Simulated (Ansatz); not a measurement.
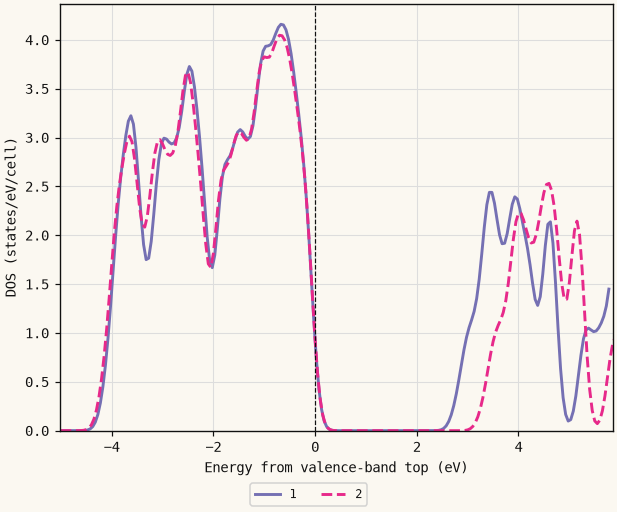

Total densities of states of MgI2, space group R3m, 3 atoms in the cell, 3R (MoS2) bulk type, uniaxial (z) strain −3.0%, by two methods on the same cell. The curves are built from the levels of the k mesh with Gaussians 0.3 eV wide, which also blur the band edges. Each is counted from its own valence-band top.

Which curve is which? The methods: PBE, r2SCAN.

1 is PBE; 2 is r2SCAN. PBE gives a gap of 2.77 eV and r2SCAN gives a gap of 3.30 eV.

Settings. PBE: DFT, PBE, plane waves, PAW, no spin polarisation, 8×8×8 k mesh, 420 eV cutoff (Ansatz). r2SCAN: DFT, r2SCAN, plane waves, PAW, no spin polarisation, 8×8×8 k mesh, 500 eV cutoff (Ansatz 0.2.0).

Spin-orbit coupling is left out, which matters for I.
